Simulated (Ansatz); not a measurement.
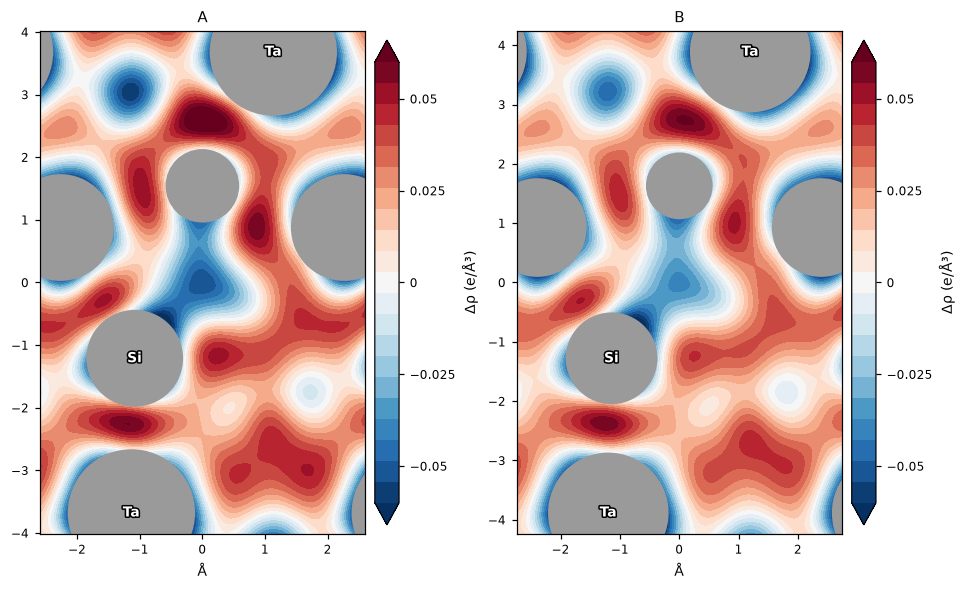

TaSi2: deformation density on the (011) plane of the conventional cell at two volumes, with the same fractional coordinates and one colour scale. Grey discs cover the cores.

Space group P6_422.

Level of theory: Ansatz, DFT PBE, scalar-relativistic, plane waves, PAW.

Which panel is the larger cell, by how much, and what changes?

Answer. B is the larger cell: A has 85 % of the volume of B.
- The pressure is 2 GPa in B and 47 GPa in A.
- The rearranged charge is 0.20 e an atom in B and 0.19 e in A.
